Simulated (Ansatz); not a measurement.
# ScAl₄N: what the fields show

The calculation's input:

```
crystal:
  lattice:
    - [2.684576045, 1.5499407022, 3.9673142631]
    - [-2.684576045, 1.5499407022, 3.9673142631]
    - [0.0, -3.0998814045, 3.9673142631]
  atoms:
    - { symbol: Sc, position: [0.0017652559, 0.0017652559, 0.0017652559] }
    - { symbol: Al, position: [0.3938054701, 0.8852246711, 0.3938054701] }
    - { symbol: Al, position: [0.3938054701, 0.3938054701, 0.8852246711] }
    - { symbol: Al, position: [0.8852246711, 0.3938054701, 0.3938054701] }
    - { symbol: Al, position: [0.7591074869, 0.7591074869, 0.7591074869] }
    - { symbol: "N", position: [0.3162916459, 0.3162916459, 0.3162916459] }
basis:
  ecutwfc: 420
kpoints:
  mp_grid: { grid: [12, 12, 12] }
hamiltonian:
  xc: pbe
scf:
  occupations: { method: gaussian, width: 0.1 }
output:
  forces: true
  stress: true
  eigenvalues: true
  write_density: true
  write_potential: true
  elf: true
  volumetric_format: npy
relax:
  adjacent_minimum: "off"
  f_tol: 0.01
  max_steps: 80
  cell: { stress_tol: 0.05 }
```

Run with:

```sh
ansatz run input.yaml --threads 1 --pin off --max-ram 2560MiB --backend cpu --events-out ev --progress --plain --runs-dir out
```

Below, planes, directions and counts refer to the conventional cell (a = 5.36 Å, b = 5.36 Å, c = 11.90 Å, α = 90.00°, β = 90.00°, γ = 120.00°).

Space group R3m; a structure generated by program, which may or may not match a known phase.

Level of theory: DFT PBE, scalar-relativistic, plane waves, PAW in Ansatz 0.2.0.

Core electrons are frozen (PAW), and the valence fields are smoothed inside the atomic spheres.

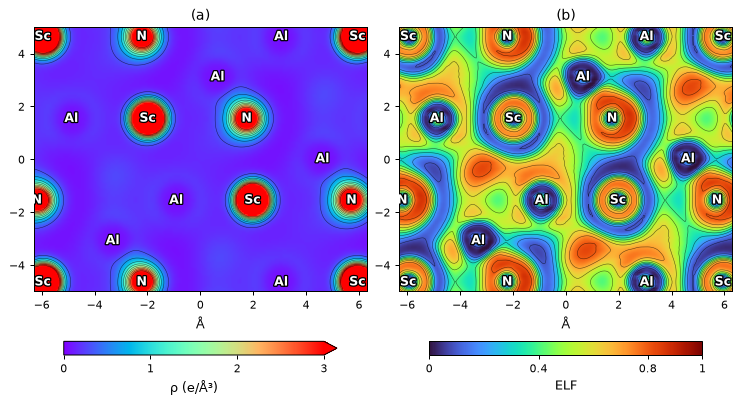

Figure 1. (a) valence electron density; (b) electron localisation function on the (110) plane of the conventional cell.

> What does the map show?

The plane passes through Sc, Al and N nuclei.
Al–N (1.92 Å): ρ at the midpoint is about 0.62 e/Å³; the ELF peaks at about 0.85 in the valence shell of N, 0.7 Å from its nucleus, and is about 0.80 at the midpoint.
Sc–N (3.10 Å): ρ at the midpoint is about 0.1 e/Å³; the ELF is about 0.10 at the midpoint: no shared electron pair shows on this line.
Between the atoms the lowest density in this plane is 0.07 e/Å³.
The features right at Sc lie inside the PAW spheres, where the map follows smoothed inner orbitals and isn't to be read closely.

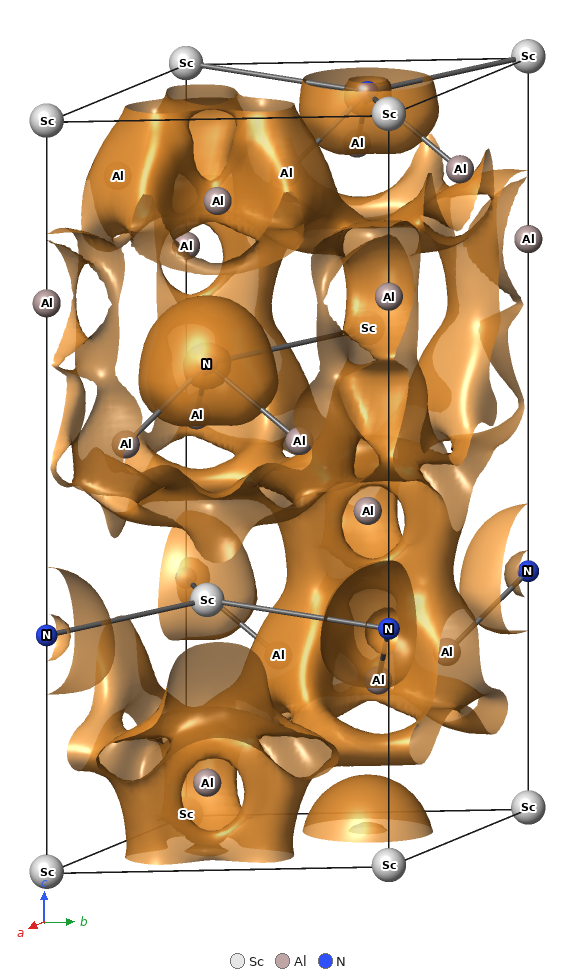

Figure 2. Isosurface of the ELF at 0.6 (orange), seen slightly off an axis. Only the valence region is drawn (cores and ρ < 0.01 e/Å³ removed). Sticks mark near contacts.

> Where are the electrons localised?

At this value the surface marks out three regions on N in which the atom's valence shell and bonds are merged and one network that runs through the whole crystal, counted in one cell of 18 atoms. Any copies at cell faces, edges or corners count once.

> Does the calculation give a band gap?

It is gapless in this calculation (a metal or semimetal).
